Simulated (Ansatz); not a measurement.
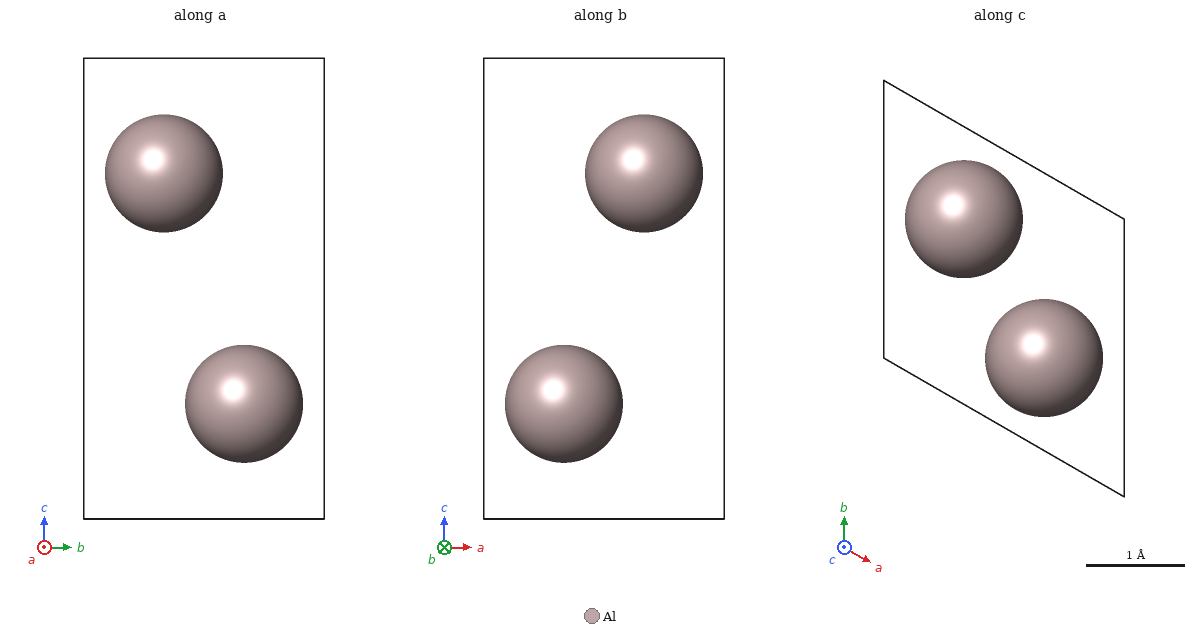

An orthographic spheres-only view of the structure, along the a axis, along the b axis and along the c axis. The parallelepiped is the conventional unit cell.

Lattice parameters: a = 2.851 Å, b = 2.851 Å, c = 4.730 Å, α = 90.00°, β = 90.00°, γ = 120.00°. Put a along x and b in the xy plane.

Q: Express the structure as a POSCAR file.

A:
```
Al
1.0
     2.851    0.000    0.000
    -1.425    2.469    0.000
     0.000    0.000    4.730
Al
2
Direct
  0.3333 0.6667 0.2500
  0.6667 0.3333 0.7500
```

The structure comes from a structure type filled with this element by a generator (whether the element takes this form wasn't checked). A relaxation with DFT PBE, scalar-relativistic, plane waves, PAW in Ansatz gave the geometry drawn.
